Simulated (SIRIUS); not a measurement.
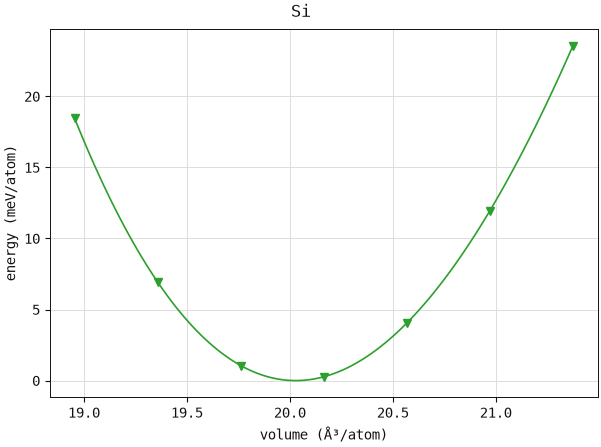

Plotted: energy against volume for Si, space group Fd-3m (No. 227).

Structure:
```xyz
2
Lattice="0.0000 2.7219 2.7219 2.7219 0.0000 2.7219 2.7219 2.7219 0.0000" Properties=species:S:1:pos:R:3 pbc="T T T"
Si    2.7219    2.7219    2.7219
Si    4.0828    4.0828    4.0828
```

Calculation (SIRIUS 7.10.0): plane-wave DFT, no spin polarisation; energies at scaled volumes of the given cell, shape and fractions fixed, counted from the fit's minimum, third-order Birch-Murnaghan fit. Level: PBEsol.

```tsv
setting	value
k mesh	8×8×8
occupations	Fermi–Dirac
smearing width	0.05 eV
potentials	dojo sr pbesol 0.4.1 standard
wave cutoff	489.8 eV
density cutoff	1959 eV
```

From this curve and the settings, what does the calculation give for the pressure at the same points?

The pressure falls from 5.76 GPa at volume 18.95 Å³/atom to −5.31 GPa at 21.37 Å³/atom, and changes sign near 20.03 Å³/atom.

```csv
volume (Å³/atom),pressure (GPa)
18.95,5.76
19.36,3.40
19.76,1.27
20.16,-0.64
20.57,-2.37
20.97,-3.92
21.37,-5.31
```
